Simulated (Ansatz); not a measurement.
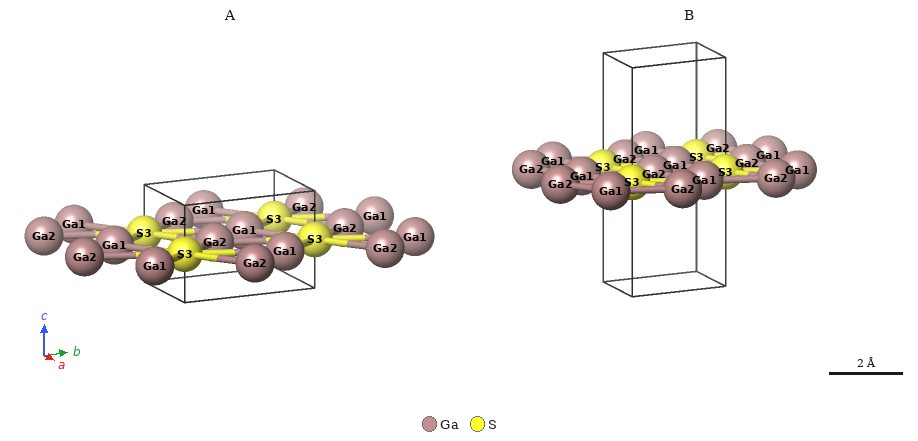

Two geometries of a crystal of Ga2S (a generated structure, set up in P6/mmm) (coarse preliminary run), drawn at one scale. One is the start of a relaxation, the other its converged end. Style: ball-and-stick. Shown: the cell of the calculation, slightly off an axis.

Theory: DFT PBE, scalar-relativistic, plane waves, PAW in Ansatz 0.2.0. (plane-wave cutoff 420 eV; k-point mesh 6 × 6 × 4; occupations gaussian; smearing width 0.1 eV; no spin polarisation; cell and atoms relaxed; force threshold 0.04 eV/Å; at most 70 steps)

Which of the two is the end point?

Answer. Structure A is the relaxed one. After 20 accepted moves (23 points after the start) the energy has fallen by 13.971 eV per cell of the calculation. All forces vanish by symmetry, so only the cell relaxes. Pressure: 93.92 GPa at the start and −0.12 GPa at the end. The line search rejected the trial step at point 20 of the run. At 2 points the geometry stayed and the basis and grid were re-selected for the new cell (energy shift of 0.430 eV per cell of the calculation at most each time). No atom moves by more than 0.005 Å relative to the cell. Cell: a = b 3.517 → 4.904 Å (+39.4 %), c 6.345 → 2.696 Å (−57.5 %). Volume −17.4 %. Near-neighbour distances that change, for instance: S3–S3 6.345 → 2.696 Å, Ga1–Ga2 2.031 → 2.831 Å, Ga1–S3 2.031 → 2.831 Å. Bonds break: Ga1–Ga2 (2.03 → 2.83 Å). The space group stays P6/mmm (No. 191).
